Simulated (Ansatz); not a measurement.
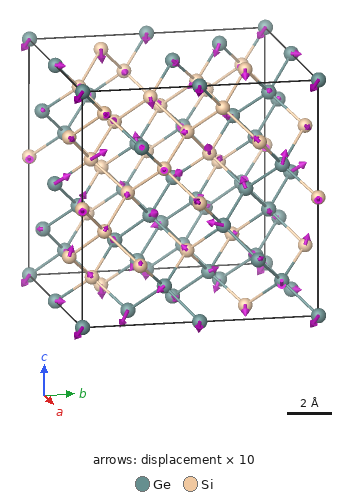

This is a relaxation of crystalline Ge36Si28 (a generated structure, set up in P1). The starting structure is drawn; purple arrows show the displacements, 10 times their true length.

Style: ball-and-stick. Shown: the cell of the calculation, slightly off an axis.

Computed with DFT, PBEsol, PAW, plane waves in Ansatz 0.2.0. Settings: plane-wave cutoff 420 eV; k-point mesh 1 × 1 × 1; mesh shifted by (0.25, 0.25, 0.25); no spin polarisation; cell relaxed at fixed shape; force threshold 0.03 eV/Å; at most 80 steps.

Describe the change and its energy.

Answer. A Si atom moves most relative to the cell: 0.10 Å along [1 1 1]. Largest moves by element: Si 0.10 Å, Ge 0.10 Å. Cell: a = b = c 11.138 → 11.116 Å (−0.2 %). Volume −0.6 %. Near-neighbour distances that change, for instance: Ge–Si 2.467 → 2.385 Å, Si–Si 2.432 → 2.359 Å, Ge–Ge 2.373 → 2.446 Å, Si–Si 2.441 → 2.372 Å. Bond angles that change, for instance: Si–Ge–Si 107.6° → 112.6°, Ge–Si–Ge 111.2° → 107.1°, Ge–Si–Si 112.3° → 108.6°. The space group stays P1 (No. 1). Over 3 geometry steps the energy falls by 16.1 meV per atom. The largest force component goes from 1.2 to 0.02 eV/Å. The pressure goes from −0.29 to 0.01 GPa. Cost: 7.3 s on 1 × NVIDIA GB300 Max-Q with 8 threads of Arm Neoverse-V2, peak memory 2 GiB.
